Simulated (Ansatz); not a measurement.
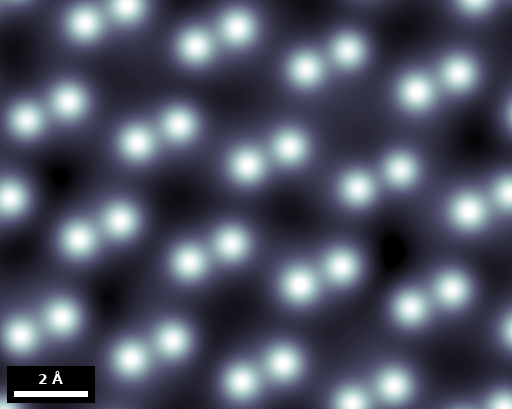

An image along [110] of one of the structures below (computed or model cells, partly hypothetical, each in its standard cell). Simulated as the projected potential of neutral atoms (B = 0.8 Å²) blurred by a 0.53 Å probe, the thin-sample limit of integrated differential phase contrast. The display is stretched by a gamma of 0.65; percentages refer to the linear signal. The speckle of an amorphous layer was added.

A. Cr
Space group P6_3/mmc (No. 194). a = 2.520 Å, b = 2.520 Å, c = 8.854 Å, α = 90.00°, β = 90.00°, γ = 120.00°
```csv
atom,site,symmetry,x,y,z
Cr,2a,-3m.,0.0000,0.0000,0.0000
Cr,2c,-6m2,0.3333,0.6667,0.2500
```

B. Cr
Space group P6_3/mmc (No. 194). a = 2.457 Å, b = 2.457 Å, c = 4.472 Å, α = 90.00°, β = 90.00°, γ = 120.00°
```csv
atom,site,symmetry,x,y,z
Cr,2c,-6m2,0.3333,0.6667,0.2500
```

C. Cr
Space group Im-3m (No. 229). a = 2.814 Å, b = 2.814 Å, c = 2.814 Å, α = 90.00°, β = 90.00°, γ = 90.00°
| atom | site | symmetry | x | y | z |
| --- | --- | --- | --- | --- | --- |
| Cr | 2a | m-3m | 0.0000 | 0.0000 | 0.0000 |

D. Cr
Space group Fd-3m:1 (No. 227). a = 5.041 Å, b = 5.041 Å, c = 5.041 Å, α = 90.00°, β = 90.00°, γ = 90.00°
```
atom  site  symmetry       x       y       z
  Cr    8b      -43m  0.2500  0.2500  0.7500
```

**Which structure was imaged?**

D, Cr. Along [110] the projected cells are A 2.18 × 8.85 Å, 90°; B 2.13 × 4.47 Å, 90°; C 1.41 × 1.99 Å, 90°; D 3.09 × 3.09 Å, 109°. The image repeats as D does.

Structure D: the geometry given to an electronic-structure calculation, possibly off equilibrium; the starting structure was generated, so it need not be a known form of this composition.
